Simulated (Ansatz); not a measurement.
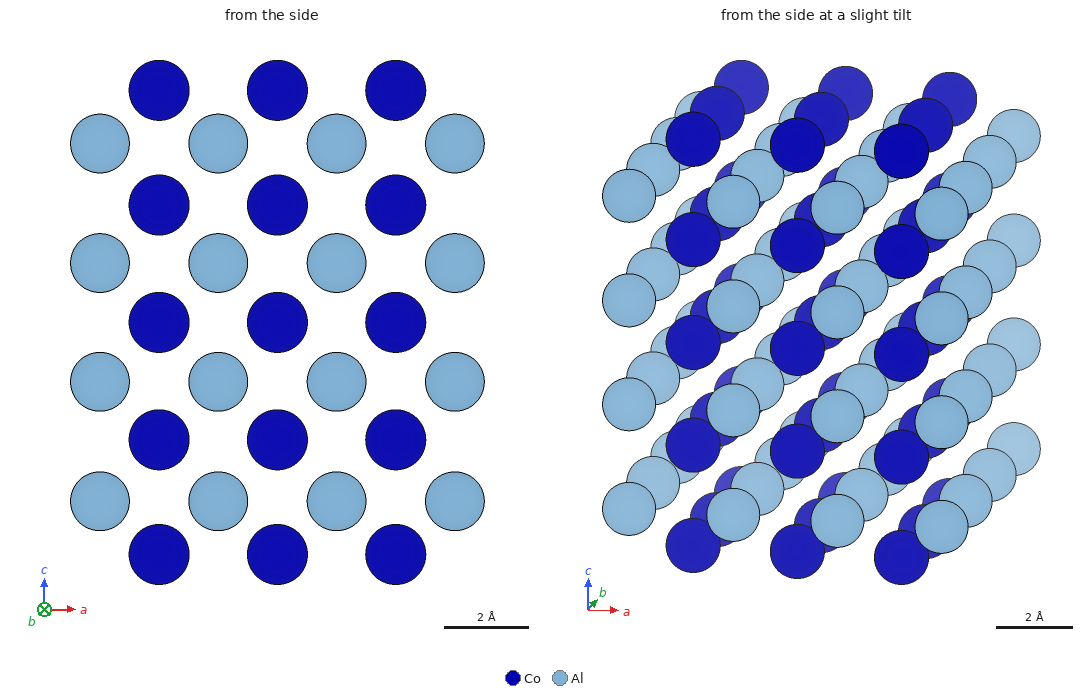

A spheres-only picture of a periodic slab, seen from the side and from the side at a slight tilt. The surface normal points up in side views; the vacuum is left out. 3×3 cells are drawn in the plane, with atoms at the edges repeated.

The cell holds 4 Al, 5 Co. The slab was cut from bulk AlCo (Pm-3m).

Question: What is exposed at the top and at the bottom?

Answer: The top face ends in Co, the bottom face in Co. The two faces are alike.

Question: What is its extent along the surface normal?

Answer: About 11 Å from the lowest to the highest atom.

Question: Name the atomic layers in order from the top face down.

Answer: Nine planes: Co / Al / Co / Al / Co / Al / Co / Al / Co.

Question: Along which plane was the crystal cut?

Answer: (1 0 0).

It goes back to a structure listed in the Materials Project, from which a slab was cut. The atoms were relaxed in a fixed cell with Ansatz, DFT PBEsol, scalar-relativistic, plane waves, PAW.
